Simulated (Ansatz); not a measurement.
# Gate voltage and capacitance of a 1T-SiTe2 monolayer charged by one gate 6 Å away, in LDA

The usual rule of thumb treats a gated metallic layer as a capacitor plate lying at its outermost atoms. For a gate 6 Å away this gives the capacitance of the bare vacuum gap, 1.48 μF/cm². We test it on a 1T-SiTe2 monolayer with a brief of our own: induce at least 2×10¹³ carriers per cm², of either sign, with a gate voltage no more than 2 V from that of the neutral layer. If several rows qualify, the smallest voltage wins.

The calculation gives the gate voltage, measured against the layer's Fermi level and counted from the neutral layer, at seven carrier densities from −6 to +6×10¹³ cm⁻². Negative densities are holes. The brief is a sharp test, because the rule of thumb predicts that 2×10¹³ cm⁻² needs more than 2 V.

## How the numbers were made

Ansatz 0.2.0, plane-wave Kohn-Sham DFT with its default PAW datasets, LDA, Coulomb interaction cut off along the normal. The layer is relaxed neutral (cell and atoms), then held. One charged sheet stands 6 Å outside the outermost atoms of the upper face, behind a model barrier of 10 eV placed 1.5 Å nearer; the layer holds the opposite charge. Mesh 36×36×1, Fermi-Dirac smearing of 0.050 eV, spin-paired, no spin-orbit coupling. The voltage is read from the planar potential behind the sheet against the layer's Fermi level.

Notes on method and selection:

- A vacuum gap of 6 Å alone has a capacitance of 1.48 μF/cm².
- The capacitance is the series of the electrostatic and the quantum capacitance; at few carriers the latter depends on mesh and smearing.
- In the neutral layer the bands below and above the electron count overlap by 0.78 eV along the path.
- Densities at which electrons spill towards the barrier, and series whose voltage is not monotonic, are not listed.
- Runs in which the search for lower states was switched off are not listed.
- Work functions and vacuum levels are read from the electrostatic potential (Hartree and local ionic parts), which a warning of a rough exchange-correlation potential in thin density does not concern.
- The default PAW datasets of this version of Ansatz are the set soft_2.
- Runs that did not converge, have known faults or may not be shown are not listed, and runs on Ansatz's PAW sets soft_1 and soft_2 are kept to separate tables.

Columns:

- carrier density (10¹³ cm⁻²): electrons added per area, negative for holes.
- back work function (eV): work function of the face away from the gate.
- gate voltage (V): gate voltage less that of the neutral layer.
- capacitance (μF/cm²): differential capacitance e·Δn/ΔV from the previous row to this one.
- equivalent distance (Å): vacuum distance with that capacitance, ε₀/C.

## Results

```
member  carrier density (10¹³ cm⁻²)  back work function (eV)  gate voltage (V)  capacitance (μF/cm²)  equivalent distance (Å)
−6      −6.0                         5.037                    −5.180            –                     –
−2      −2.0                         5.004                    −1.709            1.846                 4.80
−0.5    −0.5                         4.992                    −0.426            1.872                 4.73
+0      0.0                          4.989                    0.000             1.883                 4.70
+0.5    0.5                          4.985                    0.424             1.888                 4.69
+2      2.0                          4.973                    1.688             1.901                 4.66
+6      6.0                          4.942                    4.988             1.942                 4.56
```

gate voltage (V) against carrier density (10¹³ cm⁻²):

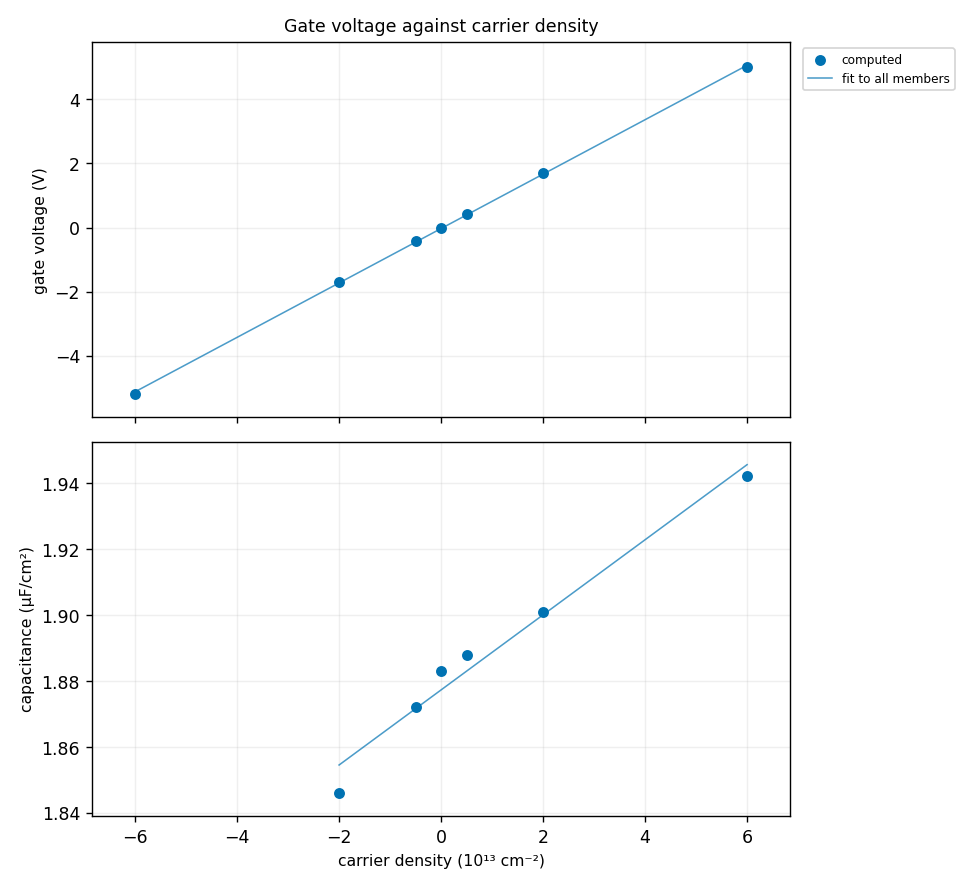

Least-squares fits to the whole series, with x = carrier density (10¹³ cm⁻²); R² and errors in the fitted variable (y, or ln y where the fit is in ln y):

```
y                     members  fit                      R²    rms residual  leave-one-out rms  the same for the mean of the others
gate voltage (V)      7        y = −0.03071 + 0.8475 x  1.00  0.042         0.089              3.4
capacitance (μF/cm²)  6        y = 1.8773 + 0.011377 x  0.97  0.0049        0.011              0.035
```

## Reading the trend

The voltage rises almost in proportion to the carrier density, but less steeply on the electron side. Between −6 and −2 the slope is (5.180 − 1.709) / 4.0 = 0.868 V per 10¹³ cm⁻²; between +2 and +6 it is (4.988 − 1.688) / 4.0 = 0.825. The differential capacitance accordingly grows from 1.846 to 1.942 μF/cm², which is from 1.846 / 1.48 = 1.25 to 1.942 / 1.48 = 1.31 times that of the vacuum gap.

The excess arises because the induced charge does not sit on the outer tellurium nuclei. It gathers in the electron tail on the gate side, so the effective gap is shorter than 6 Å. For a density n,

|V| = e|n|d/ε₀ + |ΔΦ|,

where d is the distance from the gate to the centre of the induced charge and ΔΦ is the change in back work function from the neutral layer, expressed in volts. Its size is 4.989 − 4.942 = 0.047 at +6 and 5.037 − 4.989 = 0.048 at −6. With e = 1.602×10⁻¹⁹ C and ε₀ = 8.854×10⁻¹² F/m, e/ε₀ is 0.1809 V/Å per 10¹³ cm⁻². At +6, d = (4.988 − 0.047) / (0.1809 × 6.0) = 4.55 Å; at −6, d = (5.180 − 0.048) / (0.1809 × 6.0) = 4.73 Å. The charge is thus centred 6 − 4.55 = 1.45 Å outside the outer atoms for electrons and 6 − 4.73 = 1.27 Å for holes. Added electrons are drawn out towards the positive gate, while removing electrons makes the tail recede.

The Fermi level moves little against the vacuum behind the layer: ΔΦ is about 1% of the voltage at both ends. This fits a layer whose bands overlap by 0.78 eV and which therefore has states ready to take either carrier. ΔΦ also changes at a nearly steady rate, so it does not cause the rise in capacitance.

## Residuals

Largest departures from the fit to the whole series:

```
member  gate voltage (V)  fit     computed − fit  in rms residuals
+6      4.988             5.054   −0.066          1.6
−6      −5.180            −5.116  −0.064          1.5
+0.5    0.424             0.393   +0.031          0.7
+0      0.000             −0.031  +0.031          0.7
```

The largest departures from the straight-line fit are at the two ends, −0.066 V at +6 and −0.064 V at −6. They share a sign because the true dependence is slightly curved; neither row is faulty. The line also misses the neutral layer by 0.031 V, where the voltage is zero by definition.

A curve through zero and the two end rows, V = a n − b n² with n in 10¹³ cm⁻², has a = (4.988 + 5.180) / 12 = 0.8473 and b = (5.180 − 4.988) / 72 = 0.00267. It meets the other four charged rows within about 0.004 V. The mean of the other rows misses by 3.4 V.

The end rows deserve the most caution as device values, since the forces on the fixed atoms are largest there. Further runs at +0.5 exist but are not listed, so the repeatability of that row is not shown. The steady rise of voltage was itself a condition for listing the series.

## Selection

We screen the rows on density first. The neutral layer and the rows at ±0.5 carry too little charge. The rows at ±6 carry enough but need about 5 V. That leaves +2 at 1.688 V and −2 at 1.709 V.

In device units, the charge per area at either density is

σ = e|n| = 1.602 × 2.0 = 3.20 μC/cm², since 10¹³ electrons carry 1.602 μC.

With the bare-gap capacitance the voltage would be 3.20 / 1.48 = 2.16 V, and both rows would have been rejected. The calculated average capacitance from the neutral layer is 3.20 / 1.688 = 1.90 μF/cm² for electrons and 3.20 / 1.709 = 1.87 μF/cm² for holes.

The field in the gap is 0.1809 × 2.0 = 0.362 V/Å. This converts an error in the position of the induced charge into volts. We allow LDA roughly 0.1 Å for that position, which is about 0.04 V. The margins to the limit are 2 − 1.688 = 0.312 V and 2 − 1.709 = 0.291 V, so the charge would have to lie 0.8 Å or more further from the gate before either row failed. An error in the neutral work function largely cancels, because the voltage is counted from the neutral layer.

Our pick is +2, with −2 as runner-up. The two differ by only 0.021 V, less than the LDA allowance, although an error that moves both charge centres alike would keep their order. Letting the atoms relax would lower both voltages, and by similar amounts as long as the response is linear in the charge. A circuit that needs holes can take −2 at almost no cost.

The field is the more serious threat to the pick. It equals 36 MV/cm, whereas good solid insulators break down at roughly 10 MV/cm. A solid gate insulator would have to reduce the field severalfold by its own polarisation; otherwise neither row is usable, and an electrolyte gate would be the more natural choice.

## Conclusions

From −6 to +6×10¹³ cm⁻², this layer charges like a metal plate whose surface lies about 1.2 to 1.4 Å outside its outer atoms, which is 6 Å less the equivalent distance. Placing the plate at the nuclei underestimates the capacitance by a fifth to a quarter at this small gap. The same shift would matter little at a gap of several nanometres.

The capacitance varies by only about 5% over the table, and two features of real gates outweigh that. An insulator with a relative permittivity of about 4 in place of the vacuum would raise the capacitance by up to about fourfold, and by less if it does not fill the whole effective gap. Widening the gap from 6 Å to about 6 nm would lower it by somewhat more than tenfold.

[Logs are printed without paths, hosts, clocks, repeated set-up lines and the standing remarks that a program may print on its own settings, such as how far it seeks lower states.]
